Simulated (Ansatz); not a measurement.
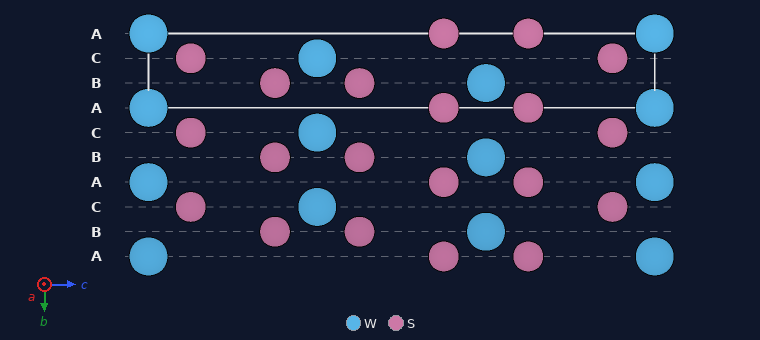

Projection along an edge of the hexagonal mesh, stacking direction c to the right. The dashed lines mark the three columns A (0, 0), B (1/3, 2/3) and C (2/3, 1/3). The sequence starts with the first layer at or above the cell's origin.

WS2 (space group R3m, No. 160): the input geometry of an electronic-structure calculation (not necessarily at equilibrium); the starting structure was generated, so it need not be a known form of this composition.

Read off the stacking sequence over one period.

Answer. W(A) – S(C) – S(B) – W(C) – S(B) – S(A) – W(B) – S(A) – S(C) (nine layers in 18.71 Å).

How are the S layers alone stacked?

Answer. S layers alone: CBBAAC, a sequence in which some neighbouring layers lie directly above each other.

Which positions between or in the S layers do the other atoms fill?

Answer. W: three trigonal-prismatic sites in each hexagonal cell. Three of the six gaps between S layers are empty, 3.11 Å wide.

What short polytype symbol fits?

Answer. Polytype symbol 3R, the symbol of a layered MX2 polytype (number of slabs in the repeat and lattice).

Heights of the layers:

```
layer  atoms (column)  height (Å)  to next (Å)
    1            W(A)        0.00         1.56
    2            S(C)        1.56         3.11
    3            S(B)        4.68         1.56
    4            W(C)        6.24         1.56
    5            S(B)        7.80         3.11
    6            S(A)       10.91         1.56
    7            W(B)       12.48         1.56
    8            S(A)       14.04         3.11
    9            S(C)       17.15         1.56
```
